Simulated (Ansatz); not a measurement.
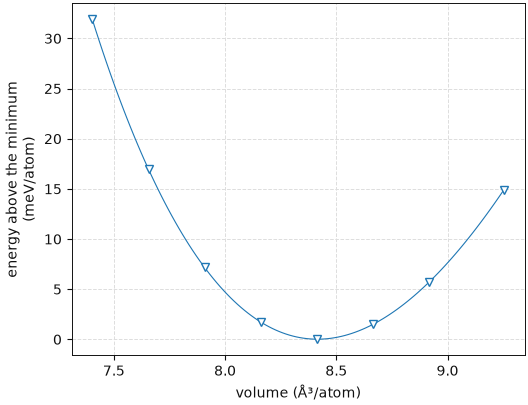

The picture above shows the energy above the minimum against volume for LiF, space group Fm-3m (No. 225) (cell built by us, not taken from a database).

Starting cell:
```xyz
2
Lattice="0.0000 2.0338 2.0338 2.0338 0.0000 2.0338 2.0338 2.0338 0.0000" Properties=species:S:1:pos:R:3 pbc="T T T"
Li    2.0338    2.0338    2.0338
F     0.0000    0.0000    0.0000
```

Computed with Ansatz 0.2.0: third-order Birch-Murnaghan fit to density functional energies at scaled volumes of the given relaxed cell, shape and atoms relaxed at each volume; energies count from the fitted minimum; plane waves with PAW datasets, Γ-centred k mesh. Level: PBE, no spin polarisation.

```csv
setting,value
wave cutoff,420 eV
k mesh,10×10×10
occupations,Gaussian
smearing width,0.02 eV
```

From this curve and the settings, what does the calculation give for the pressure and gap on the k mesh at the same points?

The pressure falls from 11.22 GPa at volume 7.403 Å³/atom to −5.25 GPa at 9.254 Å³/atom, and changes sign near 8.42 Å³/atom. The gap on the k mesh stays open and runs from 10.019 eV at volume 7.403 Å³/atom to 8.063 eV at 9.254 Å³/atom.

```
volume (Å³/atom)  pressure (GPa)  gap on the k mesh (eV)
           7.403           11.22                  10.019
           7.656            7.73                   9.689
           7.908            4.75                   9.384
           8.161            2.20                   9.098
           8.413            0.02                   8.832
           8.665           -1.86                   8.584
           8.918           -3.46                   8.351
           9.254           -5.25                   8.063
```
